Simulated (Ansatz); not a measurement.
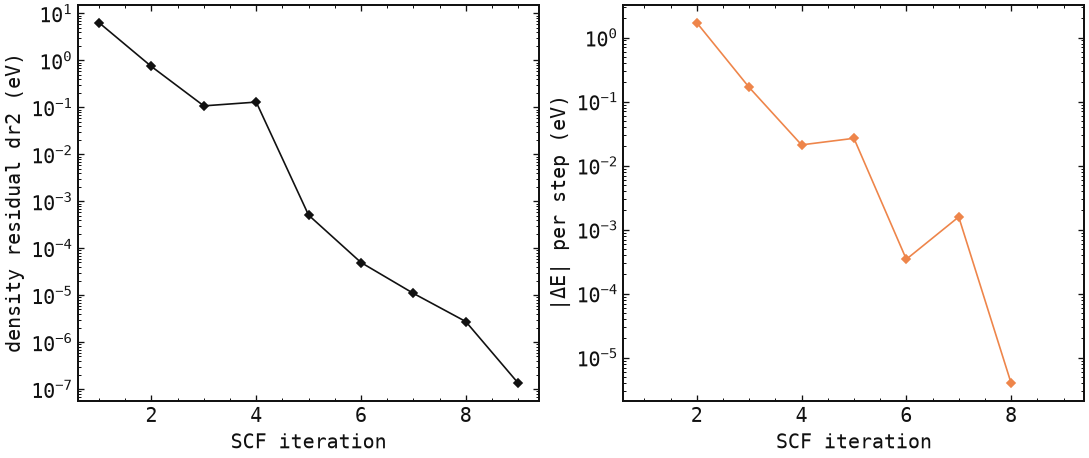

The plot shows the SCF iterations of a calculation: density residual dr2, step-to-step change of the Harris–Foulkes energy. Energy differences below 3 × 10⁻⁶ eV aren't drawn.

Al2GaN3 (6 atoms in the cell), run with Ansatz.

```
crystal:
  lattice:
    - [-1.4634511569, 1.4634511569, 6.2186688887]
    - [1.4634511569, -1.4634511569, 6.2186688887]
    - [1.4634511569, 1.4634511569, -6.2186688887]
  atoms:
    - { symbol: Al, position: [0.8322807037, 0.8322807037, 0.0] }
    - { symbol: Al, position: [0.1677192963, 0.1677192963, 0.0] }
    - { symbol: Ga, position: [0.5, 0.5, 0.0] }
    - { symbol: "N", position: [0.6696051623, 0.6696051623, 0.0] }
    - { symbol: "N", position: [0.3303948377, 0.3303948377, 0.0] }
    - { symbol: "N", position: [0.0, 0.0, 0.0] }
  symmetry: { detect: false }
basis:
  ecutwfc: 420
kpoints:
  mp_grid: { grid: [14, 14, 14] }
hamiltonian:
  xc: pbe
  pseudopotentials: { kind: paw, source: jth }
scf:
  occupations: { method: gaussian, width: 0.02 }
output:
  forces: true
  eigenvalues: true
  stress: true
relax:
  adjacent_minimum: "off"
  f_tol: 0.01
  max_steps: 80
  cell: { stress_tol: 0.05 }
```

Run as:
```bash
ansatz run input.yaml --threads 1 --pin off --max-ram 2560MiB --backend cpu --events-out ev --progress --plain --runs-dir out
```

Question: How did this run end?

Answer: It was still iterating, at step 9, when the time limit ended it. The residual is still falling at the last step (down to 1.4 × 10⁻⁷).

Question: Read the residual at the first and at the last step drawn.

Answer: It starts near 6 and ends near 10⁻⁷ eV.
